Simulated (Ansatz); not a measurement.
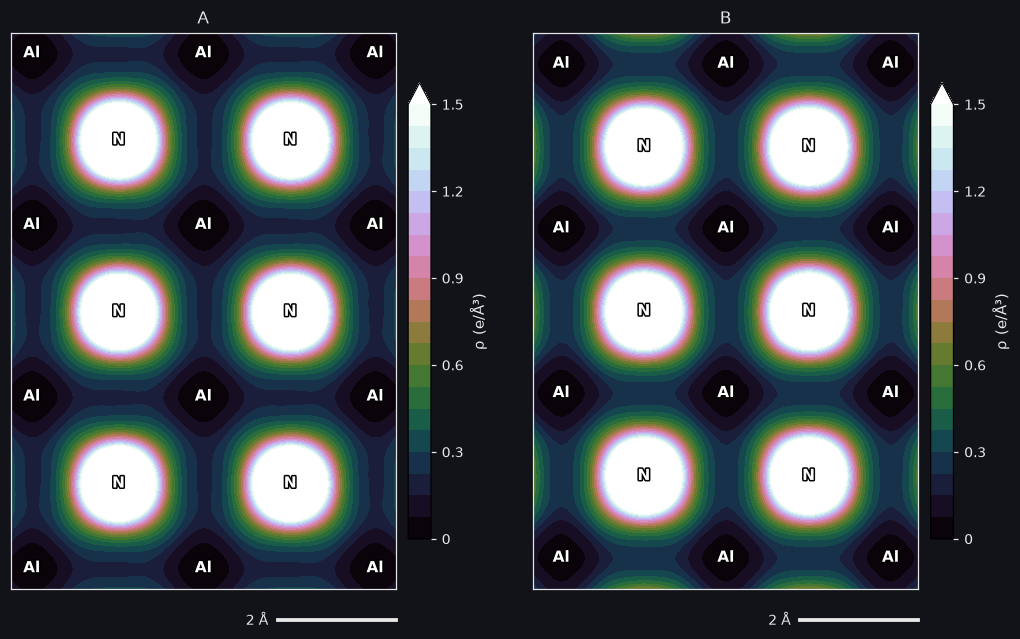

AlN. The valence electron density of two cells that differ in size, on the (001) plane of each (indices in the axes of the calculation cell), at one length scale and on one colour scale: A has 8.7 Å³ an atom and B 7.7.

All numbers below come from DFT LDA, scalar-relativistic, plane waves, PAW (Ansatz).

In a PAW calculation such maps are meaningful between the atoms, not at the nuclei.

> What does the compression do to the bonding and the properties?

From the larger cell to the smaller, Al–N goes from 2.06 to 1.97 Å, and the density at its midpoint from 0.5 to 0.58 e/Å³; the pressure goes from −18 to 15 GPa; the Kohn–Sham gap goes from 4.0 eV to 5.0 eV.
